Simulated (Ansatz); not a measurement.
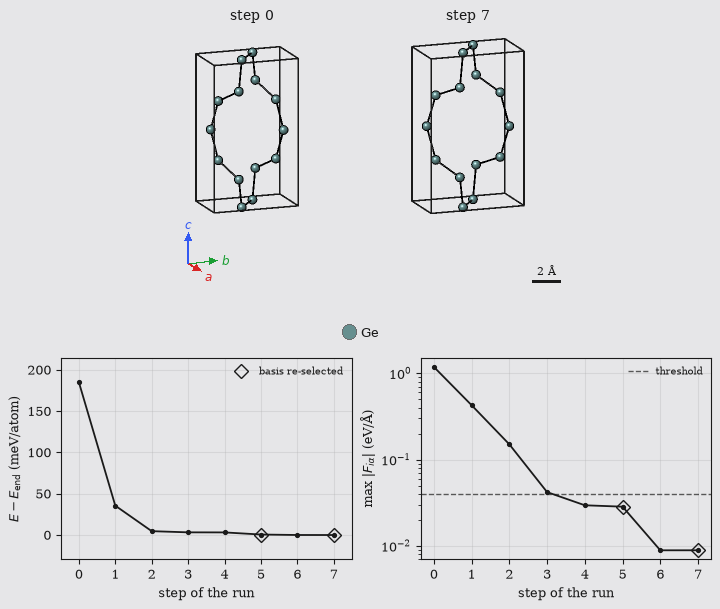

First and last geometry of a relaxation of crystalline Ge (a generated structure, set up in Pnnm) (coarse preliminary run), with the history of the run. A ball-and-stick model of the cell of the calculation, seen slightly off an axis.

These are results of Ansatz, DFT PBE, scalar-relativistic, plane waves, PAW, not measurements.

Input file:
```yaml
crystal:
  lattice:
    - [3.89411741, 0.0, 0.0]
    - [0.0, 6.472126, 0.0]
    - [0.0, 0.0, 10.9909788]
  atoms:
    - { symbol: Ge, position: [0.88427542, 0.31799787, 0.20122933] }
    - { symbol: Ge, position: [0.38427542, 0.18200213, 0.29877067] }
    - { symbol: Ge, position: [0.61572458, 0.81799787, 0.29877067] }
    - { symbol: Ge, position: [0.11572458, 0.68200213, 0.20122933] }
    - { symbol: Ge, position: [0.11572458, 0.68200213, 0.79877067] }
    - { symbol: Ge, position: [0.61572458, 0.81799787, 0.70122933] }
    - { symbol: Ge, position: [0.38427542, 0.18200213, 0.70122933] }
    - { symbol: Ge, position: [0.88427542, 0.31799787, 0.79877067] }
    - { symbol: Ge, position: [0.74742706, 0.8809678, 0.5] }
    - { symbol: Ge, position: [0.24742706, 0.6190322, 0.0] }
    - { symbol: Ge, position: [0.75257294, 0.3809678, 0.0] }
    - { symbol: Ge, position: [0.25257294, 0.1190322, 0.5] }
basis:
  ecutwfc: 420
kpoints:
  mp_grid: { grid: [4, 4, 2] }
hamiltonian:
  xc: pbe
scf:
  occupations: { method: gaussian, width: 0.1 }
  lower_state_search: "off"
output:
  forces: true
  stress: true
  eigenvalues: true
relax:
  adjacent_minimum: "off"
  f_tol: 0.04
  max_steps: 70
  cell: { stress_tol: 0.4 }
```

Launched with:
```bash
ansatz run input.yaml --threads 1 --pin off --max-ram 2560MiB --backend cpu --events-out ev --progress --plain --runs-dir out
```

What do the curves and the structures tell?

It converged. The largest moves relative to the cell, 0.16 Å, are those of 8 atoms (Ge1, Ge2, Ge3, Ge4 and others). Ge6 goes along [−3 1 1]. The volume changes by +21.2 %, with a 3.894 → 4.064 Å (+4.4 %), b 6.472 → 7.168 Å (+10.8 %), c 10.991 → 11.525 Å (+4.9 %). Among the contacts that change: Ge1–Ge11 2.307 → 2.539 Å, Ge1–Ge2 2.391 → 2.506 Å, Ge10–Ge11 2.499 → 2.553 Å, Ge10–Ge11 (another image) 2.467 → 2.512 Å. Bond angles that change, for instance: Ge6–Ge5–Ge8 93.0° → 101.6°, Ge6–Ge5–Ge10 108.3° → 103.6°, Ge2–Ge12–Ge7 147.0° → 143.4°. The space group stays Pnnm (No. 58). Over 5 accepted moves (7 points after the start) the energy falls by 185 meV per atom. Largest force component: 1.2 eV/Å at the start, 0.0089 eV/Å at the end. Pressure: 11.72 GPa at the start and 0.03 GPa at the end. The SCF was repeated twice at an unchanged geometry on a basis and grid sized afresh for the cell, which shifted the energy by 2.6 meV per atom at most. The run took 4.9 min on 1 thread of Arm Neoverse V1 (shared host), peak memory 0.8 GiB.

Limits of the set-up: the k-point mesh is coarse for a cell with partly filled bands.
